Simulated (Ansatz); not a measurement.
Run report: Ta₂N, geometry relaxation (part 3 of 3)

The same run, continued: Ta₂N (P-31m, 9 atoms in the cell); DFT LDA, scalar-relativistic, plane waves, PAW, no spin polarisation (Ansatz 0.2.0); cutoff 420 eV, 12×12×8 k-mesh, Fermi–Dirac smearing of 0.15 eV. The structure derives from a Materials Project entry. It belongs to a series of runs on one base structure; here: relaxed under LDA.

Geometry of the input (Å; fractional positions):
```
5.2641  0.0000  0.0000
-2.6321  4.5589  0.0000
0.0000  0.0000  4.9146
Ta 0.6670  0.6670  0.7526
Ta -0.0000  0.3330  0.7526
Ta 0.3330  0.0000  0.7526
Ta 0.3330  0.3330  0.2474
Ta -0.0000  0.6670  0.2474
Ta 0.6670  0.0000  0.2474
N  0.6667  0.3333  0.5000
N  0.3333  0.6667  0.5000
N  0.0000  0.0000  0.0000
```

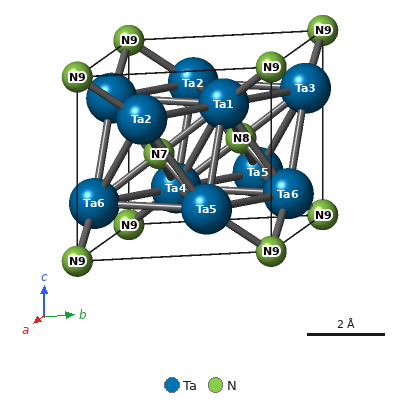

**Figure 1.** The geometry at step 6 of the log (ball-and-stick view of the cell of the calculation, seen slightly off an axis; atoms are numbered from 1 in the order of the input).

### What the program printed, continued
```
  k-point 0: bands = ["-47.9660", "-47.8774", "-47.8606", "-47.8606", "-47.8600", "-47.8600", "-15.3838", "-14.9504", "-14.7587", "-14.7587", "-14.7438", "-14.7438", "-14.7047", "-14.6021", "-14.5643", "-14.4565", "-14.4565", "-14.4406", "-14.4406", "-14.1448", "-14.1448", "-14.0306", "-14.0306", "-13.9871", "2.4941", "4.0249", "4.7295", "11.5272", "12.9587", "12.9587", "13.1975", "13.1975", "13.8921", "13.8921", "13.9978", "14.2496", "14.3255", "17.0742", "17.5998", "17.5998", "18.2791", "18.2791", "18.7425", "19.4083", "19.8084", "19.8084", "19.9172", "20.1568", "20.1568", "21.0148", "21.0148", "22.1015", "22.1015", "23.3132", "23.5211", "23.9668", "23.9668", "24.1056"]
  k-point 1: bands = ["-47.9626", "-47.8808", "-47.8609", "-47.8609", "-47.8598", "-47.8598", "-15.3494", "-14.9369", "-14.8645", "-14.8645", "-14.6872", "-14.6707", "-14.6707", "-14.6237", "-14.5790", "-14.5059", "-14.5059", "-14.3625", "-14.3625", "-14.1362", "-14.1362", "-14.0311", "-14.0311", "-14.0258", "2.5798", "4.0326", "4.6459", "11.5838", "12.4870", "12.4870", "13.5685", "13.5685", "13.8342", "13.9691", "13.9691", "13.9771", "14.8402", "17.1621", "17.6831", "17.6831", "18.2708", "18.2708", "18.6710", "19.2934", "19.5538", "19.5538", "19.8916", "20.3825", "20.3825", "21.2485", "21.2485", "22.0238", "22.0238", "22.8844", "23.5733", "23.8788", "23.8788", "24.1014"]
  k-point 2: bands = ["-47.9531", "-47.8904", "-47.8613", "-47.8613", "-47.8594", "-47.8594", "-15.2523", "-14.9640", "-14.9640", "-14.8986", "-14.6962", "-14.6943", "-14.6943", "-14.6272", "-14.6201", "-14.4638", "-14.4638", "-14.2938", "-14.2938", "-14.1308", "-14.1160", "-14.1160", "-14.0291", "-14.0291", "2.8223", "4.0512", "4.4084", "11.7399", "12.0104", "12.0104", "13.4451", "13.5793", "13.5793", "13.9275", "14.3809", "14.3809", "15.5309", "17.3987", "17.8494", "17.8494", "18.3072", "18.3072", "18.5143", "18.9862", "19.2219", "19.2219", "19.6666", "20.7076", "20.7076", "21.7425", "21.7425", "21.9860", "21.9860", "22.1037", "23.4364", "23.4364", "23.7528", "24.1225"]
  k-point 130: bands = ["-47.9045", "-47.9045", "-47.9045", "-47.8579", "-47.8570", "-47.8570", "-15.0952", "-15.0952", "-15.0171", "-14.7850", "-14.6836", "-14.6836", "-14.6612", "-14.6612", "-14.6337", "-14.4143", "-14.3467", "-14.3467", "-14.2936", "-14.2936", "-14.2006", "-14.0838", "-14.0309", "-14.0309", "3.7509", "3.7509", "3.8031", "11.7078", "11.9502", "11.9502", "13.4892", "13.4892", "14.0505", "14.2077", "14.4649", "14.4649", "16.0408", "16.4185", "16.4185", "16.7964", "17.3684", "17.3684", "18.4445", "18.4445", "18.8196", "20.3641", "20.3641", "21.0469", "22.0461", "22.4911", "22.4911", "22.9406", "22.9406", "23.0197", "23.8309", "23.8309", "23.9149", "24.0750"]
--- Relaxed structure (8 steps of the walk, 6 accepted, 2 SCFs on fresh bases) ---
  F+E_penalty+E_count = -59227.24427026 eV   max|allowed force component| = 1.186e-4 eV/Å   (the final SCF, on the basis selected at the relaxed cell)
  cell:  # Å, volume = 115.6935 Å³
    - [5.228951200422651, 0.0, -1.3782215743916164e-34]
    - [-2.6144756002113256, 4.528404574715152, 5.399139252624427e-35]
    - [-1.2867049155069087e-34, -1.6083811443836358e-35, 4.885951414157113]
  atoms:
    - { symbol: Ta, position: [0.6670006228179456, 0.6670006228179457, 0.7525783668751066] }
    - { symbol: Ta, position: [5.551115123125783e-17, 0.33299937718205463, 0.7525783668751066] }
    - { symbol: Ta, position: [0.3329993771820545, -2.642472072343563e-21, 0.7525783668751066] }
    - { symbol: Ta, position: [0.3329993771820546, 0.33299937718205463, 0.24742163312489357] }
    - { symbol: Ta, position: [1.1102230246251565e-16, 0.6670006228179457, 0.24742163312489357] }
    - { symbol: Ta, position: [0.6670006228179455, -2.6424720723435596e-21, 0.24742163312489357] }
    - { symbol: N, position: [0.6666666666666667, 0.33333333333333337, 0.5] }
    - { symbol: N, position: [0.3333333333333333, 0.6666666666666669, 0.5] }
    - { symbol: N, position: [3.3271738489416095e-21, -2.64247207234356e-21, 1.8384100481262214e-21] }
```

### Trajectory as extended XYZ (Å, eV, eV/Å), 10 frames, from step=1 to step=10
```
9
Lattice="5.2641 0.0000 0.0000 -2.6321 4.5589 0.0000 0.0000 0.0000 4.9146" Properties=species:S:1:pos:R:3:forces:R:3 step=1 energy=-59227.20220 pressure_GPa=-5.89
Ta    1.7557    3.0409    3.6989    0.0028   0.0049  -0.0486
Ta   -0.8764    1.5179    3.6989    0.0028  -0.0049  -0.0486
Ta    1.7528    0.0000    3.6989   -0.0056   0.0000  -0.0486
Ta    0.8764    1.5179    1.2157   -0.0028  -0.0049   0.0486
Ta   -1.7557    3.0409    1.2157   -0.0028   0.0049   0.0486
Ta    3.5114    0.0000    1.2157    0.0056   0.0000   0.0486
N     2.6321    1.5196    2.4573    0.0000   0.0000   0.0000
N     0.0000    3.0392    2.4573    0.0000   0.0000   0.0000
N     0.0000    0.0000    0.0000    0.0000   0.0000   0.0000
9
Lattice="5.1984 0.0000 0.0000 -2.5992 4.5020 0.0000 0.0000 0.0000 4.8526" Properties=species:S:1:pos:R:3:forces:R:3 step=2 energy=-59227.20354 pressure_GPa=6.10 accepted=F
Ta    1.7302    2.9969    3.6628    0.0292   0.0506  -0.2705
Ta   -0.8690    1.5051    3.6628    0.0292  -0.0506  -0.2705
Ta    1.7379    0.0000    3.6628   -0.0584   0.0000  -0.2705
Ta    0.8690    1.5051    1.1898   -0.0292  -0.0506   0.2705
Ta   -1.7302    2.9969    1.1898   -0.0292   0.0506   0.2705
Ta    3.4605    0.0000    1.1898    0.0584   0.0000   0.2705
N     2.5992    1.5007    2.4263    0.0000   0.0000   0.0000
N     0.0000    3.0013    2.4263    0.0000   0.0000   0.0000
N     0.0000    0.0000    0.0000    0.0000   0.0000   0.0000
9
Lattice="5.2316 0.0000 0.0000 -2.6158 4.5307 0.0000 0.0000 0.0000 4.8912" Properties=species:S:1:pos:R:3:forces:R:3 step=3 energy=-59227.24779 pressure_GPa=-0.59
Ta    1.7452    3.0228    3.6803   -0.0083  -0.0143   0.0080
Ta   -0.8706    1.5079    3.6803   -0.0083   0.0143   0.0080
Ta    1.7412    0.0000    3.6803    0.0165   0.0000   0.0080
Ta    0.8706    1.5079    1.2108    0.0083   0.0143  -0.0080
Ta   -1.7452    3.0228    1.2108    0.0083  -0.0143  -0.0080
Ta    3.4904    0.0000    1.2108   -0.0165   0.0000  -0.0080
N     2.6158    1.5102    2.4456    0.0000   0.0000   0.0000
N     0.0000    3.0205    2.4456    0.0000   0.0000   0.0000
N     0.0000    0.0000    0.0000    0.0000   0.0000   0.0000
9
Lattice="5.2299 0.0000 0.0000 -2.6149 4.5292 0.0000 0.0000 0.0000 4.8847" Properties=species:S:1:pos:R:3:forces:R:3 step=4 energy=-59227.24878 pressure_GPa=0.03
Ta    1.7441    3.0209    3.6763   -0.0003  -0.0005  -0.0060
Ta   -0.8708    1.5083    3.6763   -0.0003   0.0005  -0.0060
Ta    1.7416    0.0000    3.6763    0.0006   0.0000  -0.0060
Ta    0.8708    1.5083    1.2084    0.0003   0.0005   0.0060
Ta   -1.7441    3.0209    1.2084    0.0003  -0.0005   0.0060
Ta    3.4883    0.0000    1.2084   -0.0006   0.0000   0.0060
N     2.6149    1.5097    2.4423    0.0000   0.0000   0.0000
N     0.0000    3.0195    2.4423    0.0000   0.0000   0.0000
N     0.0000    0.0000    0.0000    0.0000   0.0000   0.0000
9
Lattice="5.2293 0.0000 0.0000 -2.6146 4.5287 0.0000 0.0000 0.0000 4.8862" Properties=species:S:1:pos:R:3:forces:R:3 step=5 energy=-59227.24876 pressure_GPa=0.01 accepted=F
Ta    1.7439    3.0205    3.6769    0.0044   0.0077   0.0138
Ta   -0.8708    1.5082    3.6769    0.0044  -0.0077   0.0138
Ta    1.7415    0.0000    3.6769   -0.0089   0.0000   0.0138
Ta    0.8708    1.5082    1.2093   -0.0044  -0.0077  -0.0138
Ta   -1.7439    3.0205    1.2093   -0.0044   0.0077  -0.0138
Ta    3.4877    0.0000    1.2093    0.0089   0.0000  -0.0138
N     2.6146    1.5096    2.4431    0.0000   0.0000   0.0000
N     0.0000    3.0191    2.4431    0.0000   0.0000   0.0000
N     0.0000    0.0000    0.0000    0.0000   0.0000   0.0000
9
Lattice="5.2297 0.0000 0.0000 -2.6148 4.5290 0.0000 0.0000 0.0000 4.8854" Properties=species:S:1:pos:R:3:forces:R:3 step=6 energy=-59227.24878 pressure_GPa=0.01
Ta    1.7441    3.0208    3.6767    0.0004   0.0006  -0.0018
Ta   -0.8708    1.5082    3.6767    0.0004  -0.0006  -0.0018
Ta    1.7415    0.0000    3.6767   -0.0007   0.0000  -0.0018
Ta    0.8708    1.5082    1.2087   -0.0004  -0.0006   0.0018
Ta   -1.7441    3.0208    1.2087   -0.0004   0.0006   0.0018
Ta    3.4882    0.0000    1.2087    0.0007   0.0000   0.0018
N     2.6148    1.5097    2.4427    0.0000   0.0000   0.0000
N     0.0000    3.0193    2.4427    0.0000   0.0000   0.0000
N     0.0000    0.0000    0.0000    0.0000   0.0000   0.0000
9
Lattice="5.2293 0.0000 0.0000 -2.6147 4.5287 0.0000 0.0000 0.0000 4.8862" Properties=species:S:1:pos:R:3:forces:R:3 step=7 energy=-59227.24878 pressure_GPa=0.00
Ta    1.7440    3.0207    3.6772   -0.0001  -0.0002   0.0006
Ta   -0.8707    1.5080    3.6772   -0.0001   0.0002   0.0006
Ta    1.7413    0.0000    3.6772    0.0003   0.0000   0.0006
Ta    0.8707    1.5080    1.2090    0.0001   0.0002  -0.0006
Ta   -1.7440    3.0207    1.2090    0.0001  -0.0002  -0.0006
Ta    3.4880    0.0000    1.2090   -0.0003   0.0000  -0.0006
N     2.6147    1.5096    2.4431    0.0000   0.0000   0.0000
N     0.0000    3.0191    2.4431    0.0000   0.0000   0.0000
N     0.0000    0.0000    0.0000    0.0000   0.0000   0.0000
9
Lattice="5.2293 0.0000 0.0000 -2.6147 4.5287 0.0000 0.0000 0.0000 4.8862" Properties=species:S:1:pos:R:3:forces:R:3 step=8 energy=-59227.24427 pressure_GPa=-0.06
Ta    1.7440    3.0207    3.6772   -0.0001  -0.0002   0.0006
Ta   -0.8707    1.5080    3.6772   -0.0001   0.0002   0.0006
Ta    1.7413    0.0000    3.6772    0.0003   0.0000   0.0006
Ta    0.8707    1.5080    1.2090    0.0001   0.0002  -0.0006
Ta   -1.7440    3.0207    1.2090    0.0001  -0.0002  -0.0006
Ta    3.4880    0.0000    1.2090   -0.0003   0.0000  -0.0006
N     2.6147    1.5096    2.4431    0.0000   0.0000   0.0000
N     0.0000    3.0191    2.4431    0.0000   0.0000   0.0000
N     0.0000    0.0000    0.0000    0.0000   0.0000   0.0000
9
Lattice="5.2290 0.0000 0.0000 -2.6145 4.5284 0.0000 0.0000 0.0000 4.8860" Properties=species:S:1:pos:R:3:forces:R:3 step=9 energy=-59227.24432 pressure_GPa=-0.00
Ta    1.7439    3.0204    3.6771   -0.0001  -0.0001   0.0000
Ta   -0.8706    1.5080    3.6771   -0.0001   0.0001   0.0000
Ta    1.7412    0.0000    3.6771    0.0001   0.0000   0.0000
Ta    0.8706    1.5080    1.2089    0.0001   0.0001   0.0000
Ta   -1.7439    3.0204    1.2089    0.0001  -0.0001   0.0000
Ta    3.4877    0.0000    1.2089   -0.0001   0.0000   0.0000
N     2.6145    1.5095    2.4430    0.0000   0.0000   0.0000
N     0.0000    3.0189    2.4430    0.0000   0.0000   0.0000
N     0.0000    0.0000    0.0000    0.0000   0.0000   0.0000
9
Lattice="5.2290 0.0000 0.0000 -2.6145 4.5284 0.0000 0.0000 0.0000 4.8860" Properties=species:S:1:pos:R:3:forces:R:3 step=10 energy=-59227.24427 pressure_GPa=-0.00
Ta    1.7439    3.0204    3.6771   -0.0001  -0.0001   0.0000
Ta   -0.8706    1.5080    3.6771   -0.0001   0.0001   0.0000
Ta    1.7412    0.0000    3.6771    0.0001   0.0000   0.0000
Ta    0.8706    1.5080    1.2089    0.0001   0.0001   0.0000
Ta   -1.7439    3.0204    1.2089    0.0001  -0.0001   0.0000
Ta    3.4877    0.0000    1.2089   -0.0001   0.0000   0.0000
N     2.6145    1.5095    2.4430    0.0000   0.0000   0.0000
N     0.0000    3.0189    2.4430    0.0000   0.0000   0.0000
N     0.0000    0.0000    0.0000    0.0000   0.0000   0.0000
```

### Key numbers

```tsv
quantity	value
outcome	converged
space group (tolerance 0.01 Å)	P-31m (162)
electrons treated	93
free energy	−59227.2443 eV
Fermi energy	20.280 eV
gap on the k-point mesh	none (metallic)
pressure	0.00 GPa
final volume	115.69 Å³
largest force (length of the vector) at the end	under 0.001 eV/Å
final cell	a = 5.229 Å, b = 5.229 Å, c = 4.886 Å, α = 90.00°, β = 90.00°, γ = 120.00°
hardware	2 threads of Intel Xeon @ 2.50GHz (Skylake/Cascade Lake), 32 GiB of memory available, shared host
wall time	4.6 min (CPU time 9.2 min)
peak memory	0.94 GiB
```

### Notes

Results for this metal are sensitive to the k-point mesh. Spin–orbit coupling is left out, which matters for Ta. The cell holds an odd number of electrons but the run has no spin polarisation, so a band is left half filled.
